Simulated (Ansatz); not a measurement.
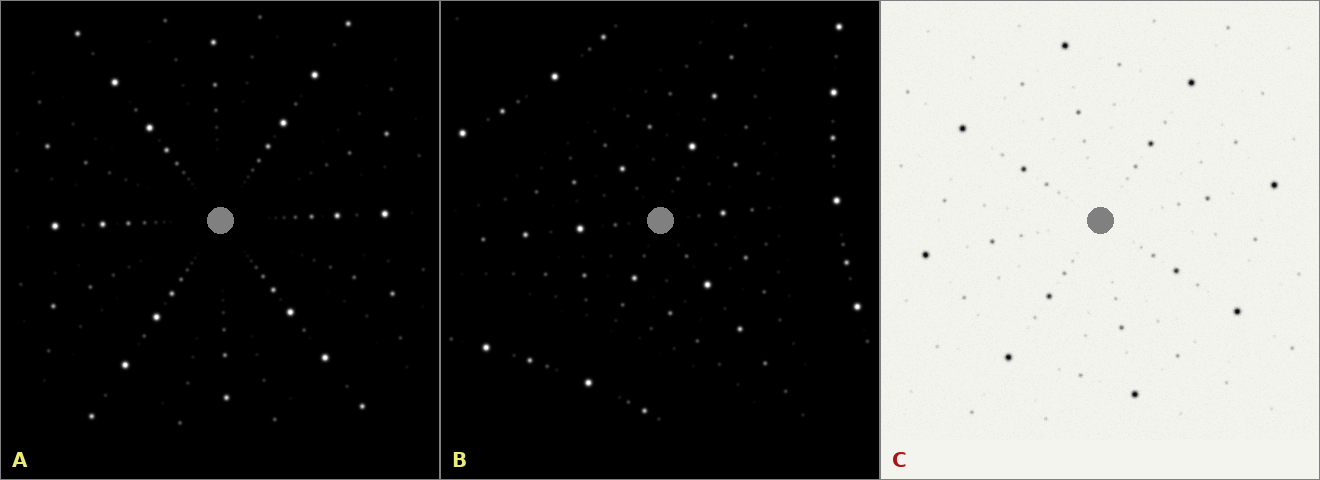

Simulated back-reflection Laue patterns (white X-rays, 0.45 to 2.2 Å, flat plate covering ±45° about the beam, kinematic intensities, seen from the source). Crystal: Pt, space group Im-3m (No. 229), a = 3.140 Å. Structure: the end point of a relaxation with Ansatz, DFT, m-r2SCAN, plane waves (500 eV) with PAW, scalar-relativistic; the starting structure was generated, so it need not be a known form of this composition.

```
atom  site  symmetry       x       y       z
  Pt    2a      m-3m  0.0000  0.0000  0.0000
```

Q: The directions [001], [110], [111] point towards the source, in some order. Which is which?

A: A: [110], symmetry 2mm (a twofold axis with two mirror lines). B: [111], symmetry 3m (a threefold axis with three mirror lines). C: [001], symmetry 4mm (a fourfold axis with mirror lines). The Laue class is m-3m.
